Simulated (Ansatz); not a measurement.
# Calculations on Ti

### Relaxation

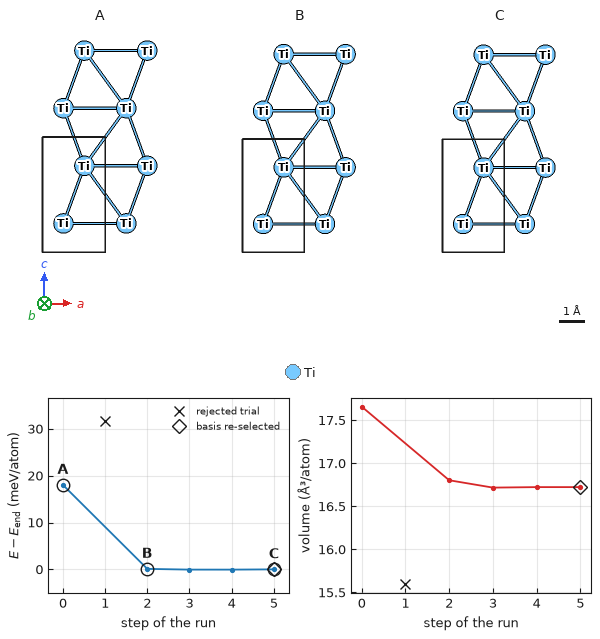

Frames of a relaxation of a crystal of Ti (set up in P6_3/mmc), marked on the history of the run. A ball-and-stick model of the cell of the calculation, repeated 2 × 1 × 2 with one cell outlined, seen along the b axis.

Computed with DFT PBEsol, scalar-relativistic, plane waves, PAW in Ansatz. (plane-wave cutoff 420 eV; k-point mesh 18 × 18 × 10; occupations gaussian; smearing width 0.1 eV; no spin polarisation; cell and atoms relaxed; force threshold 0.005 eV/Å; at most 80 steps)

> Describe the path.

The atoms keep their places relative to the cell (all moves are under 0.005 Å). The drawn cell changes as follows: a = b 2.950 → 2.900 Å (−1.7 %), c 4.686 → 4.591 Å (−2.0 %); the volume changes by −5.3 %. Near-neighbour distances that change, for instance: Ti–Ti 2.897 → 2.841 Å, Ti–Ti 2.950 → 2.900 Å. The space group stays P6_3/mmc (No. 194). The energy falls by 18.0 meV per atom in 3 accepted moves (5 points after the start). All forces vanish by symmetry, so only the cell relaxes. The pressure goes from −5.91 to 0.01 GPa. The line search rejected the trial step at point 1 of the run. The SCF was repeated once at an unchanged geometry on a basis and grid sized afresh for the cell, which shifted the energy by 0.1 meV per atom at most. The run took 18 s on 2 threads of Arm Neoverse V2, with other jobs on the host, peak memory 0.41 GiB. From step 0 to 2: volume −4.8 %, energy −17.9 meV per atom. From step 2 to 5: volume −0.5 %, energy −0.1 meV per atom.

### Relaxation

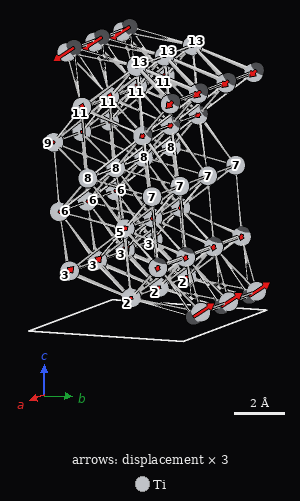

A relaxation of a slab of composition Ti (cut from the P6_3/mmc phase). The starting structure is drawn faded, the final one solid; red arrows show the displacements, magnified 3 times.

The picture is a ball-and-stick view of the 3 × 1 repeat of the cell, outlined in the plane, without the vacuum, seen slightly off an axis.

Case: (1 0 2) slab, atoms relaxed. The slab is the (1 0 2) face of Ti.

Theory: DFT PBEsol, scalar-relativistic, plane waves, PAW in Ansatz.

Input
```yaml
crystal:
  lattice:
    - [2.9004352002, 0.0, 0.0]
    - [0.0, 6.8054953042, 0.0]
    - [0.0, 0.0, 25.7318055608]
  atoms:
    - { symbol: Ti, position: [0.5, 0.9770475762, 0.2914680815] }
    - { symbol: Ti, position: [0.5, 0.5678666067, 0.3134188098] }
    - { symbol: Ti, position: [0.0, 0.2495046676, 0.3573202663] }
    - { symbol: Ti, position: [0.0, 0.8403236981, 0.3792709945] }
    - { symbol: Ti, position: [0.5, 0.521961759, 0.4231724511] }
    - { symbol: Ti, position: [0.5, 0.1127807895, 0.4451231793] }
    - { symbol: Ti, position: [0.0, 0.7944188504, 0.4890246359] }
    - { symbol: Ti, position: [0.0, 0.3852378809, 0.5109753641] }
    - { symbol: Ti, position: [0.5, 0.0668759419, 0.5548768207] }
    - { symbol: Ti, position: [0.5, 0.6576949723, 0.5768275489] }
    - { symbol: Ti, position: [0.0, 0.3393330333, 0.6207290055] }
    - { symbol: Ti, position: [0.0, 0.9301520638, 0.6426797337] }
    - { symbol: Ti, position: [0.5, 0.6117901247, 0.6865811902] }
    - { symbol: Ti, position: [0.5, 0.2026091552, 0.7085319185] }
basis:
  ecutwfc: 420
kpoints:
  mp_grid: { grid: [12, 5, 1] }
hamiltonian:
  xc: pbesol
scf:
  occupations: { method: gaussian, width: 0.1 }
output:
  forces: true
  eigenvalues: true
  write_density: true
  write_potential: true
  elf: true
  volumetric_format: npy
relax:
  adjacent_minimum: "off"
  f_tol: 0.02
  max_steps: 60
efield:
  axis: 3
  dipole_correction: true
  ramp_width: 0.04
```

Command:
```bash
ansatz run input.yaml --threads 2 --pin off --max-ram 5120MiB --backend cpu --events-out ev --progress --plain --runs-dir out
```

### What did the optimiser do to the structure, and how much energy did it gain?

Over 4 accepted moves (5 points after the start) the energy falls by 0.319 eV per cell of the calculation. Largest force component: 0.79 eV/Å at the start, 0.02 eV/Å at the end. The line search rejected the trial step at point 3 of the run. The largest moves relative to the layer's centre, 0.39 Å, are those of Ti1 and Ti14. Ti14 goes at 56° to the normal (−c side). The cell doesn't change. Some distances before and after: Ti13–Ti14 2.841 → 3.096 Å, Ti12–Ti14 2.900 → 2.702 Å, Ti11–Ti13 2.900 → 2.781 Å, Ti11–Ti12 2.841 → 2.939 Å. Cost: 8.8 min on 2 threads of Arm Neoverse V2, on a shared host, peak memory 1.4 GiB.

### A change

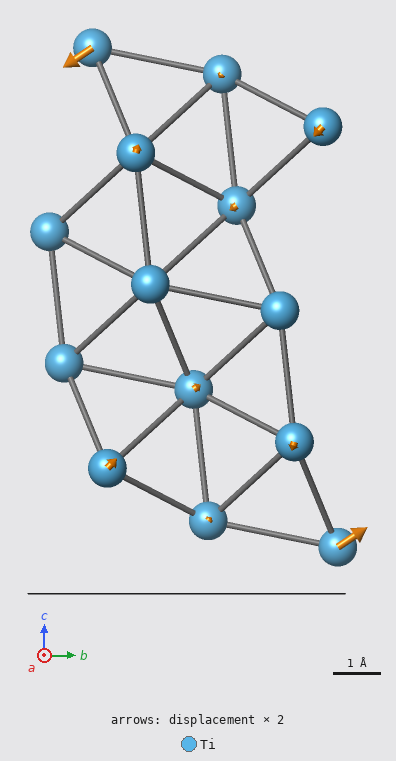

A (1 0 2) slab of Ti as cut from the relaxed bulk. The orange arrows show how the atoms are displaced, magnified 2 times. The picture is a ball-and-stick view of the 2 × 1 repeat of the cell, outlined in the plane, without the vacuum, seen along the a axis.

Computed with Ansatz, DFT PBEsol, scalar-relativistic, plane waves, PAW. (plane-wave cutoff 420 eV; occupations gaussian; smearing width 0.1 eV; no spin polarisation) The k-mesh is chosen for each cell (12×5×20, 12×5×1).

> What was done to the structure, and with what result?

The atoms of the slab are relaxed at the bulk's in-plane cell. The surface energy (mean of the two faces) falls from 2.31 to 2.18 J/m². The top spacing, between the Ti and Ti planes, goes from 0.56 to 0.39 Å (−30.4 %), the bottom one (Ti to Ti) from 0.56 to 0.39 Å (−30.4 %). The lattice vectors keep their values. The largest moves relative to the layer's centre, 0.39 Å, are those of Ti atoms. Near-neighbour distances before and after: Ti–Ti 2.841 → 2.746 to 3.096 Å, Ti–Ti 2.900 → 2.702 to 2.947 Å.
